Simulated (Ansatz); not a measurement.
# Quasi-harmonic thermodynamics of BAs (F-43m), part 2 of 3

Aim: the lattice, expansion, heat capacity and bulk modulus of BAs as it warms.

Measurements to reproduce:
- volume expansion coefficient 11.55 1e-6/K near room temperature (given in “Basic Physical Properties of Cubic Boron Arsenide (three times its linear coefficient)”, 2019, arxiv:1911.11281)
- volume expansion coefficient 10.8 1e-6/K near room temperature (given in “Thermal expansion coefficients of high thermal conducting BAs and BP materials (three times its linear coefficient)”, 2019, arxiv:1906.04101)

Ansatz 0.2.0; DFT LDA, scalar-relativistic, plane waves, PAW.

So far. Step 2 (Probe on a coarse mesh): The start is under -3.9 GPa at this level and looks like an insulator or semiconductor on this mesh. The relaxed cell has a = 4.732 Å (conventional setting).

### 4. Tight relaxation

The relaxation is repeated with tighter thresholds on force and stress, since phonons are sensitive to what is left; a change of mesh or smearing in the input moves the cell too.

The input, input.yaml:

```yaml
crystal:
  lattice:
    - [0.0, 2.3659270534, 2.3659270534]
    - [2.3659270534, 0.0, 2.3659270534]
    - [2.3659270534, 2.3659270534, 0.0]
  atoms:
    - { symbol: B, position: [0.0, 0.0, 0.0] }
    - { symbol: As, position: [0.25, 0.25, 0.25] }
kpoints:
  mp_grid: { grid: [12, 12, 12] }
hamiltonian:
  xc: lda
scf:
  occupations: { method: fixed }
output:
  forces: true
  stress: true
  eigenvalues: true
  write_density: true
  write_potential: true
  elf: true
  volumetric_format: npy
relax:
  adjacent_minimum: "off"
  f_tol: 0.001
  max_steps: 60
  cell: { stress_tol: 0.01 }
```

Command:

```console
> ansatz run input.yaml --threads 4 --pin off --max-ram 16384MiB --backend cpu --events-out ev --progress --plain --runs-dir out
```

Numbers of over 12 decimals in the logs are rounded to 6 here.

Output:

```text
[...]
Crystal: 2 atoms, lattice volume = 26.487 Å³
Basis set: ecut = 420 eV, 531 PW (Γ)
Bands: 13, of which v1, the nominal top of the filled ones, is band 9 counted from 1 (8 counted from 0)
Symmetry: 24 space group operations
[...]
k-points: 72 of 1728 (time reversal used)
[...]
SCF iter   1: F=—  HF=-4923.533846 eV  |F-HF|=—  |Δ(HF+E_count)|=         —  Δρ=7.26e-3  dr2=1.38e-2  ethr=1.77e-3  ⟨swp⟩=4.3  Hψ=4702  notcnv=0  defer=102
[...]
SCF iter   6: F=-4923.529049 eV  HF=-4923.529049 eV  |F-HF|=1.71e-10  |Δ(HF+E_count)|=   4.78e-8  Δρ=7.00e-6  dr2=4.43e-9  ethr=5.56e-10  ⟨swp⟩=8.6  Hψ=5930  notcnv=0
SCF 1 converged in 6 iterations: F = -4923.529049 eV  dr2 = 4.43e-9
[...]
relax step   1: F+E_penalty+E_count = -4923.52904856 eV  Δ(F+E_penalty+E_count) = +0.000e0 eV  max|allowed force component| = 2.385e-16 eV/Å  Δτ_max = 0.0000 Å  P = +0.030 GPa  Ω = 26.487 Å³  (6 SCF iters, dr2 threshold 1.00e-7 eV, accepted)
Crystal: 2 atoms, lattice volume = 26.491 Å³
[...]
SCF iter   3: F=-4923.529046 eV  HF=-4923.529046 eV  |F-HF|=2.51e-10  |Δ(HF+E_count)|=   2.48e-9  Δρ=3.04e-6  dr2=1.83e-9  ethr=1.27e-11  ⟨swp⟩=6.4  Hψ=4558  notcnv=0
SCF 2 converged in 3 iterations: F = -4923.529046 eV  dr2 = 1.83e-9
relax step   2: F+E_penalty+E_count = -4923.52904615 eV  Δ(F+E_penalty+E_count) = +2.411e-6 eV  max|allowed force component| = 1.061e-16 eV/Å  Δτ_max = 0.0000 Å  P = +0.009 GPa  Ω = 26.491 Å³  energy of the carried Pulay correction = -2.879e-6 eV  (3 SCF iters, dr2 threshold 2.28e-9 eV, accepted)
[...]
SCF iter   1: F=—  HF=-4923.529046 eV  |F-HF|=—  |Δ(HF+E_count)|=         —  Δρ=3.08e-6  dr2=1.92e-9  ethr=6.03e-8  ⟨swp⟩=2.2  Hψ=6973  notcnv=0  defer=130
eigensolver tolerance schedule: the retry pair's looser diagonalisation over-reported the residual by 5661.61 of it (diagonalisation noise at 0.12 of the residual, at the tolerance the schedule requests for it); recorded, not acted on — ethr = c·dr2/N_el stays at c = 1.0e-1
SCF iter   2: F=—  HF=-4923.529046 eV  |F-HF|=—  |Δ(HF+E_count)|=   2.54e-7  Δρ=1.49e-6  dr2=3.76e-10  ethr=1.06e-11  ⟨swp⟩=2.2  Hψ=1576  notcnv=0  defer=13
[...]
SCF iter   5: F=-4923.529046 eV  HF=-4923.529046 eV  |F-HF|=9.09e-13  |Δ(HF+E_count)|=    0.00e0  Δρ=1.11e-8  dr2=2.13e-14  ethr=1.00e-12  ⟨swp⟩=5.8  Hψ=4331  notcnv=0
SCF 3 converged in 5 iterations: F = -4923.529046 eV  dr2 = 2.13e-14
relax step   3: F+E_penalty+E_count = -4923.52904615 eV  Δ(F+E_penalty+E_count) = -1.864e-10 eV  max|allowed force component| = 6.592e-17 eV/Å  Δτ_max = 0.0000 Å  P = +0.009 GPa  Ω = 26.491 Å³  stress off target by 8.84e-3 GPa  SCF on the basis re-selected at this cell (its energy is not comparable with the rows above)  (5 SCF iters)
basis re-selected at this cell: Δ(F+E_penalty+E_count) = -1.864e-10 eV, ΔP = +0.000 GPa vs the last step (what re-selecting the basis moved, of the pressure what is left beyond the Pulay correction that the steps carried, after the strain that the cell walked since its last selection, with what the two solves' SCF thresholds leave and, on support functions, any second-order correction that the steps lacked; it is no  [...]
SCF converged after 5 iterations
Free energy (F): -4923.529046 eV
[...]
Internal energy: -4923.529046 eV  (E = F + TS)
E sigma→0 (E₀):  -4923.529046 eV
Fermi energy:    11.296519 eV
[...]
--- Stress (GPa, compression-positive) ---
        0.008837       0.000000       0.000000
        0.000000       0.008837       0.000000
        0.000000       0.000000       0.008837
  P = ⅓ Tr σ = 0.0088 GPa (0.088 kbar)
--- Band table (eV; the first three rows and the last of 72) ---
  k-point 0: bands = [... 5 lower, -4.3543, 11.2965, 11.2965, 11.2965, 14.5865, 14.5865, 14.5865, 16.3074]
  k-point 1: bands = [... 5 lower, -4.2376, 10.2505, 11.0710, 11.0710, 14.7642, 14.8824, 14.8824, 16.8927]
  k-point 2: bands = [... 5 lower, -3.8911, 8.3032, 10.5961, 10.5961, 14.6889, 15.4944, 15.4944, 18.1481]
  k-point 71: bands = [... 5 lower, 0.0820, 3.2444, 5.6263, 5.9298, 16.5058, 17.3090, 18.0691, 18.5256]
--- Relaxed structure (2 steps of the walk, 2 accepted, 1 SCFs on fresh bases) ---
[...]
cell:  # Å, volume = 26.4909 Å³
    - [0, 2.366042, 2.366042]
    - [2.366042, 0, 2.366042]
    - [2.366042, 2.366042, 0]
  atoms:
    - { symbol: B, position: [0, 0, 0] }
    - { symbol: As, position: [0.25, 0.25, 0.25] }
```

The job ended after 1.8 s (4 threads of Arm Neoverse V2, shared host; peak memory 0.33 GiB; 6.2 s of CPU time).

Little changed from the start: no atom moved by 0.005 Å and no cell edge by 0.1 %.

This step gave:

- pressure: 0.008837 GPa
- gap on the k-mesh: 1.110 eV
- volume per atom: 13.25 Å³

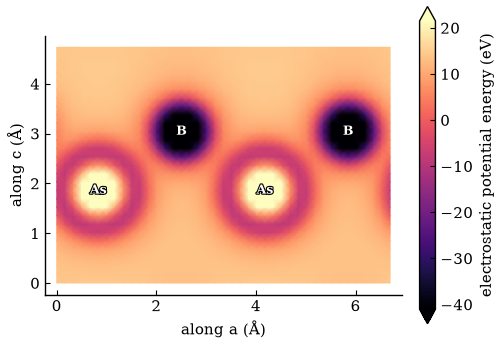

Electrostatic potential energy in the ac plane of a cell with a along [110], b along [-110] and c along [001] of the cube at fractional y = 0.000, with atoms of B and As within 0.2 Å of it. With pseudopotentials it is smooth inside the atoms' cores, unlike the true potential. The map starts off the cell's origin, so that atoms lie inside it.

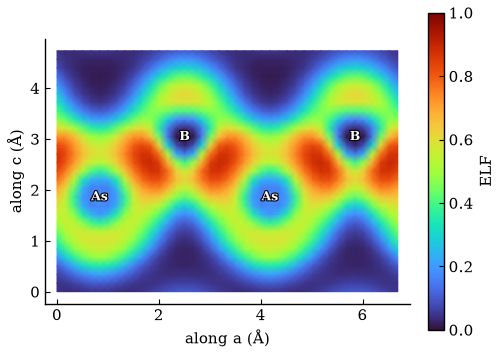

ELF in the ac plane of a cell with a along [110], b along [-110] and c along [001] of the cube at fractional y = 0.000, with atoms of B and As within 0.2 Å of it. It is the smooth field of the valence electrons, not physical close to the nuclei. The map starts off the cell's origin, so that atoms lie inside it.

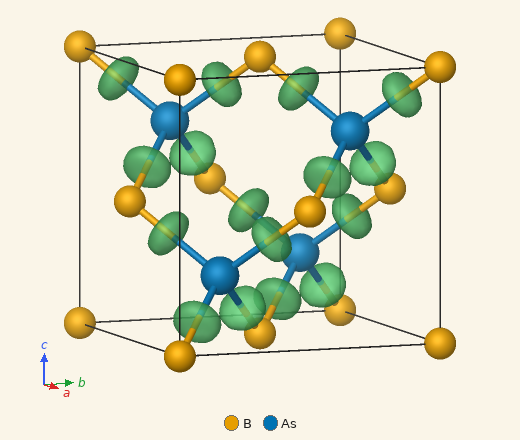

Surface of ELF = 0.81. Bonds to atoms that aren't drawn are left out.

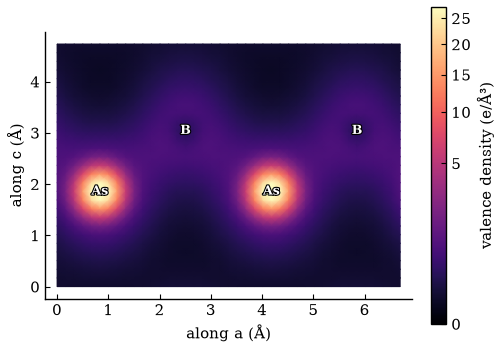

Valence density in the ac plane of a cell with a along [110], b along [-110] and c along [001] of the cube at fractional y = 0.000, with atoms of B and As within 0.2 Å of it. It is the smooth field of the valence electrons, not physical close to the nuclei. The map starts off the cell's origin, so that atoms lie inside it. The colour scale is stretched toward low values.

The residual pressure is 0.0088 GPa, small enough for phonons.

### 5. A new level, relaxed again

The functional, the potentials or the cutoff change, so the crystal is relaxed again at the new setting.

input.yaml, the sections that differ from step 4:

```yaml
crystal:
  lattice:
    - [0.0, 2.3660417805, 2.3660417805]
    - [2.3660417805, 0.0, 2.3660417805]
    - [2.3660417805, 2.3660417805, 0.0]
  atoms:
    - { symbol: B, position: [0.0, 0.0, 0.0] }
    - { symbol: As, position: [0.25, 0.25, 0.25] }
output:
  forces: true
  stress: true
  eigenvalues: true
basis:
  ecutwfc: 550.0
# kpoints, hamiltonian, scf, relax: as in step 4
```

Output:

```text
[...]
Crystal: 2 atoms, lattice volume = 26.491 Å³
Basis set: ecut = 550 eV, 749 PW (Γ)
Bands: 13, of which v1, the nominal top of the filled ones, is band 9 counted from 1 (8 counted from 0)
Symmetry: 24 space group operations
[...]
k-points: 72 of 1728 (time reversal used)
[...]
k-point 71: bands = [... 5 lower, 0.0817, 3.2443, 5.6261, 5.9294, 16.5053, 17.3083, 18.0685, 18.5251]
--- Relaxed structure (1 steps of the walk, 1 accepted, 1 SCFs on fresh bases) ---
[...]
cell:  # Å, volume = 26.4909 Å³
    - [0.0, 2.3660417805, 2.3660417805]
    - [2.3660417805, 0.0, 2.3660417805]
    - [2.3660417805, 2.3660417805, 0.0]
  atoms:
    - { symbol: B, position: [0.0, 0.0, 0.0] }
    - { symbol: As, position: [0.250000, 0.250000, 0.250000] }
[key lines of the parts left out:]
SCF converged after 5 iterations
Free energy (F): -4923.531431 eV
Fermi energy:    11.296237 eV
P = ⅓ Tr σ = 0.0003 GPa (0.003 kbar)
```

The job ended after 1.8 s (4 threads; peak memory 0.35 GiB).

Little changed from the start: no atom moved by 0.005 Å and no cell edge by 0.1 %.

Numbers from this step:

```yaml
pressure: 3.45e-4 GPa
```

The residual pressure is 3.4e-4 GPa, small enough for phonons.

### 6. Phonons on strained cells, cutoff 550 eV, k-mesh 12×12×12

The study relaxes the crystal at several strains, solves the phonons on some of them and minimises the free energy at each temperature (static energy, vibrations, the electrons in a metal, and PV under a set pressure); the q-mesh sets how far the force constants reach.

input.yaml, the sections that differ from step 5:

```yaml
output:
  eigenvalues: true
phonons:
  method: dfpt
  qmesh: [4, 4, 4]
  temperatures: { t_max: 800.0, t_step: 50 }
  thermal_expansion: {}
# crystal, kpoints, hamiltonian, scf, basis: as in step 5
# relax: removed
```

Output:

```text
Warning: phonons: the dynamical matrix that this run interpolates holds no multipole term above the dipole-dipole one, and a site of this crystal is no centre of inversion, so its interpolated transverse optical and acoustic branches and sound speeds can stay off near Gamma, and the density of states and the thermodynamics with them. What a run solves at a wave vector of phonons.qpoints, Gamma apart, where the deck admits one, is free of this, and under fd what a larger phonons.supercell samples
[...]
Crystal: 2 atoms, lattice volume = 26.491 Å³
Basis set: ecut = 550 eV, 749 PW (Γ), exchange–correlation on 54×54×54 points (8 copies of the dense FFT grid, shifted against one another)
Bands: 13, of which v1, the nominal top of the filled ones, is band 9 counted from 1 (8 counted from 0)
Symmetry: 24 space group operations
[...]
k-points: 72 of 1728 (time reversal used)
[...]
SCF iter   1: F=—  HF=-4923.536319 eV  |F-HF|=—  |Δ(HF+E_count)|=         —  Δρ=7.26e-3  dr2=1.38e-2  ethr=1.77e-3  ⟨swp⟩=4.6  Hψ=4743  notcnv=0  defer=122
[...]
SCF iter   8: F=-4923.531431 eV  HF=-4923.531431 eV  |F-HF|=9.09e-13  |Δ(HF+E_count)|=  1.82e-12  Δρ=1.64e-8  dr2=5.85e-14  ethr=1.00e-12  ⟨swp⟩=6.0  Hψ=4510  notcnv=0
SCF 1 converged in 8 iterations: F = -4923.531431 eV  dr2 = 5.85e-14
[...]
relax step   1: F+E_penalty+E_count = -4923.53143095 eV  Δ(F+E_penalty+E_count) = +0.000e0 eV  max|allowed force component| = 2.567e-16 eV/Å  Δτ_max = 0.0000 Å  (8 SCF iters, accepted)
SCF converged after 8 iterations
Free energy (F): -4923.531431 eV
[...]
Internal energy: -4923.531431 eV  (E = F + TS)
E sigma→0 (E₀):  -4923.531431 eV
Fermi energy:    11.296237 eV
[...]
--- Stress (GPa, compression-positive) ---
        0.000346      -0.000000      -0.000000
        0.000000       0.000346       0.000000
        0.000000       0.000000       0.000346
  P = ⅓ Tr σ = 0.0003 GPa (0.003 kbar)
--- Band table (eV; the first three rows and the last of 72) ---
  k-point 0: bands = [... 5 lower, -4.3544, 11.2962, 11.2962, 11.2962, 14.5862, 14.5862, 14.5862, 16.3071]
  k-point 1: bands = [... 5 lower, -4.2377, 10.2502, 11.0707, 11.0707, 14.7638, 14.8820, 14.8820, 16.8924]
  k-point 2: bands = [... 5 lower, -3.8912, 8.3028, 10.5958, 10.5958, 14.6884, 15.4939, 15.4939, 18.1478]
  k-point 71: bands = [... 5 lower, 0.0817, 3.2443, 5.6261, 5.9294, 16.5053, 17.3083, 18.0685, 18.5251]
── thermal expansion: 3 new cells, 3 in all ──
thermal expansion: relaxation of cell 2
thermal expansion: relaxation of cell 3
── thermal expansion: 2 new cells, 5 in all ──
thermal expansion: relaxation of cell 4
thermal expansion: lower-state search of cell 4
thermal expansion: phonons of cell 4
thermal expansion: relaxation of cell 5
thermal expansion: phonons of cell 5
── thermal expansion: 5 new cells, 10 in all ──
thermal expansion: relaxation of cell 6
thermal expansion: relaxation of cell 7
thermal expansion: relaxation of cell 8
thermal expansion: relaxation of cell 9
thermal expansion: relaxation of cell 10
thermal expansion: phonons of cell 6
thermal expansion: phonons of cell 7
--- Relaxed structure (1 steps of the walk, 1 accepted, 0 SCFs on fresh bases) ---
  F+E_penalty+E_count = -4923.53143095 eV   max|allowed force component| = 2.567e-16 eV/Å
  atoms:
    - { symbol: B, position: [0.0, 0.0, 0.0] }
    - { symbol: As, position: [0.250000, 0.250000, 0.250000] }
--- Thermal expansion: 10 cells in 3 rounds, 0 GPa ---
  no lower state was reached at cell 4
  without vibrations: a 3.34609, b 3.34609, c 3.34609 Å, V 26.4910 Å³, B 147.06 GPa
  at 0 K: a 3.35450, b 3.35450, c 3.35450 Å, V 26.6912 Å³, B 144.27 GPa
  zero-point expansion: a +0.251, b +0.251, c +0.251, V +0.756 %
      T/K        a/Å        b/Å        c/Å       V/Å³ | expansion of a, b, c, V (1e-6/K)   | that of V in the mean from 25 °C | C_P, C_V (J/mol K of the cell) | B_T, B_S (GPa)
     0.00    3.35450    3.35450    3.35450    26.6912 |    0.00    0.00    0.00    0.00 |    5.31 |     0.000     0.000 |   144.27   144.27
   100.00    3.35460    3.35460    3.35460    26.6936 |    0.95    0.95    0.95    2.86 |    7.53 |    12.835    12.833 |   144.16   144.18
   200.00    3.35518    3.35518    3.35518    26.7076 |    2.55    2.55    2.55    7.66 |    9.89 |    25.423    25.396 |   143.65   143.80
   298.15    3.35627    3.35627    3.35627    26.7335 |    3.96    3.96    3.96   11.89 |       - |    34.118    34.021 |   142.82   143.23
   350.00    3.35701    3.35701    3.35701    26.7512 |    4.51    4.51    4.51   13.53 |   12.75 |    37.317    37.170 |   142.31   142.87
   450.00    3.35866    3.35866    3.35866    26.7906 |    5.26    5.26    5.26   15.77 |   14.07 |    41.542    41.287 |   141.25   142.12
   550.00    3.36051    3.36051    3.36051    26.8350 |    5.74    5.74    5.74   17.21 |   15.07 |    44.153    43.784 |   140.13   141.31
   650.00    3.36250    3.36250    3.36250    26.8826 |    6.07    6.07    6.07   18.20 |   15.85 |    45.855    45.371 |   138.98   140.47
   750.00    3.36458    3.36458    3.36458    26.9326 |    6.31    6.31    6.31   18.93 |   16.48 |    47.029    46.428 |   137.81   139.60
   800.00    3.36565    3.36565    3.36565    26.9583 |    6.41    6.41    6.41   19.23 |   16.76 |    47.486    46.827 |   137.23   139.16
  the static fit leaves 0.000 meV an atom of the energies and, of the stresses, 0.000 GPa of each cell's largest along a strain (root mean squares over the cells), whose Pulay part it has at -0.010 GPa
  vibrations' free energy: its fit passes through its cells
  the electrons' free energy at temperature is not in it: every band gap is over 0.83 eV
  free energies summed between the sampled wave vectors
  estimated error of the fitted expansion in any direction: up to 0.028e-6/K, at 800 K, with few degrees of freedom (an estimate, not a bound: it was exceeded on models of known expansion)
  by sums over the sampled wave vectors an expansion of the volume parts by up to 0.39e-6/K
  by a static energy of one degree less an expansion of the volume parts by up to 0.00e-6/K
  band gaps on the cells' k-points are 1.082 to 1.143 eV
```

Elapsed: 13 min, on 4 threads; peak memory 2.2 GiB; 50 min of CPU time.

This step gave:

| Property | Result |
| --- | --- |
| pressure | 3.46e-4 GPa |
| volume expansion coefficient at 298 K | 11.89 1e-6/K |
| C_P at 298 K | 17.06 J/mol-atom/K |
| entropy at 298 K | 15.69 J/mol-atom/K |
| isothermal bulk modulus at 298 K | 142.8 GPa |
| Grüneisen parameter at 298 K | 0.8038 |
| volume at 298 K | 13.37 Å³/atom |
| principal linear expansion coefficients at 298 K | 3.964, 3.964, 3.964 1e-6/K |

Strained cells of the study; zero-point energy where phonons were solved; the pressures are stresses at a fixed cutoff and can carry an offset from the finite basis. Expansion cells, by row:

```tsv
cell	|a| (Å)	|b| (Å)	|c| (Å)	V (Å³/atom)	E - E_lowest (meV/atom)	pressure, compression positive (GPa)	gap (eV)	zero-point energy (meV/atom)
1	3.346	3.346	3.346	13.25	0	-0.009	1.11	-
2	3.373	3.373	3.373	13.57	3.416	-3.357	1.132	-
3	3.32	3.32	3.32	12.93	3.532	3.68	1.088	-
4	3.346	3.346	3.346	13.25	0	-0.039	1.11	82.35
5	3.363	3.363	3.363	13.45	1.383	-2.171	1.124	80.99
6	3.355	3.355	3.355	13.35	0.406	-1.195	1.117	81.62
7	3.373	3.373	3.373	13.57	3.5	-3.397	1.132	80.17
8	3.313	3.313	3.313	12.86	5.484	4.634	1.082	-
9	3.33	3.33	3.33	13.05	1.338	2.228	1.096	-
10	3.387	3.387	3.387	13.73	7.768	-4.953	1.143	-
```

Quasi-harmonic; a, b, c are the run's own cell vectors. Expansion, by row:

```tsv
T (K)	a (Å)	b (Å)	c (Å)	alpha (deg)	beta (deg)	gamma (deg)	cell volume (Å³/cell)	alpha_a (1e-6/K)	alpha_b (1e-6/K)	alpha_c (1e-6/K)	alpha_V (1e-6/K)	C_P (J/mol-atom/K)	C_V (J/mol-atom/K)	S (J/mol-atom/K)	B_T (GPa)	B_S (GPa)	Grueneisen	extrapolation	fit error (1e-6/K)
0	3.354	3.354	3.354	60	60	60	26.69	0	0	0	0	0	0	0	144.3	144.3	-	0	0
50	3.355	3.355	3.355	60	60	60	26.69	0.2	0.2	0.2	0.61	1.729	1.729	0.539	144.3	144.3	0.411	0	0
100	3.355	3.355	3.355	60	60	60	26.69	0.95	0.95	0.95	2.86	6.417	6.417	3.23	144.2	144.2	0.516	0	0
150	3.355	3.355	3.355	60	60	60	26.7	1.73	1.73	1.73	5.18	9.839	9.834	6.509	143.9	144	0.61	0	0
200	3.355	3.355	3.355	60	60	60	26.71	2.55	2.55	2.55	7.66	12.71	12.7	9.742	143.7	143.8	0.697	0	0.01
250	3.356	3.356	3.356	60	60	60	26.72	3.33	3.33	3.33	9.99	15.16	15.13	12.85	143.3	143.5	0.761	0	0.01
298.1	3.356	3.356	3.356	60	60	60	26.73	3.96	3.96	3.96	11.89	17.06	17.01	15.69	142.8	143.2	0.804	0	0.01
300	3.356	3.356	3.356	60	60	60	26.73	3.99	3.99	3.99	11.96	17.12	17.07	15.79	142.8	143.2	0.805	0	0.01
350	3.357	3.357	3.357	60	60	60	26.75	4.51	4.51	4.51	13.53	18.66	18.59	18.55	142.3	142.9	0.835	0	0.01
400	3.358	3.358	3.358	60	60	60	26.77	4.93	4.93	4.93	14.78	19.85	19.75	21.13	141.8	142.5	0.855	0	0.01
450	3.359	3.359	3.359	60	60	60	26.79	5.26	5.26	5.26	15.77	20.77	20.64	23.52	141.2	142.1	0.87	0	0.01
500	3.36	3.36	3.36	60	60	60	26.81	5.52	5.52	5.52	16.56	21.5	21.34	25.75	140.7	141.7	0.882	0	0.01
550	3.361	3.361	3.361	60	60	60	26.84	5.74	5.74	5.74	17.21	22.08	21.89	27.82	140.1	141.3	0.89	0	0.01
600	3.361	3.361	3.361	60	60	60	26.86	5.92	5.92	5.92	17.75	22.54	22.33	29.77	139.6	140.9	0.897	0	0.01
650	3.362	3.362	3.362	60	60	60	26.88	6.07	6.07	6.07	18.2	22.93	22.68	31.59	139	140.5	0.903	0	0.01
700	3.364	3.364	3.364	60	60	60	26.91	6.2	6.2	6.2	18.59	23.25	22.98	33.3	138.4	140	0.907	0	0.01
750	3.365	3.365	3.365	60	60	60	26.93	6.31	6.31	6.31	18.93	23.51	23.21	34.91	137.8	139.6	0.911	0	0.02
800	3.366	3.366	3.366	60	60	60	26.96	6.41	6.41	6.41	19.23	23.74	23.41	36.44	137.2	139.2	0.915	0	0.03
```

Expansion coefficient against temperature; values in 1e-6/K:

```tsv
temperature (K)	volume	principal 1
0	0	0
50	0.61	0.2
100	2.86	0.95
150	5.18	1.73
200	7.66	2.55
250	9.99	3.33
298	11.9	3.96
300	12.0	3.99
350	13.5	4.51
400	14.8	4.93
450	15.8	5.26
500	16.6	5.52
550	17.2	5.74
600	17.8	5.92
650	18.2	6.07
700	18.6	6.2
750	18.9	6.31
800	19.2	6.41
```

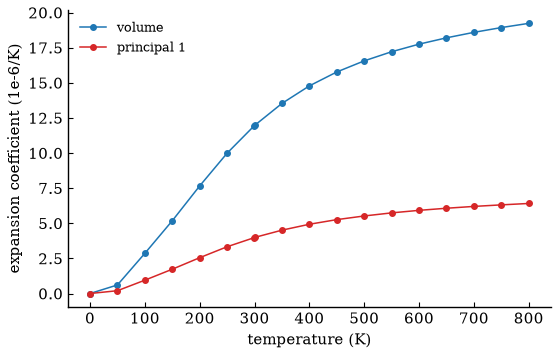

Expansion coefficient against temperature.

At 298 K the volume expansion is 11.9 × 10⁻⁶/K and B_T is 143 GPa.

(Part 2 of 3 ends here.)

[Logs are printed without paths, hosts, clocks, repeated set-up lines and the standing remarks that a program may print on its own settings, such as how far it seeks lower states.]

[Hosts, paths, dates, database ids (printed as entryN), source tags and the programs' standing remarks are cut or masked in the printed files.]

[A step with changed settings may run another functional than the one named; its input shows which.]
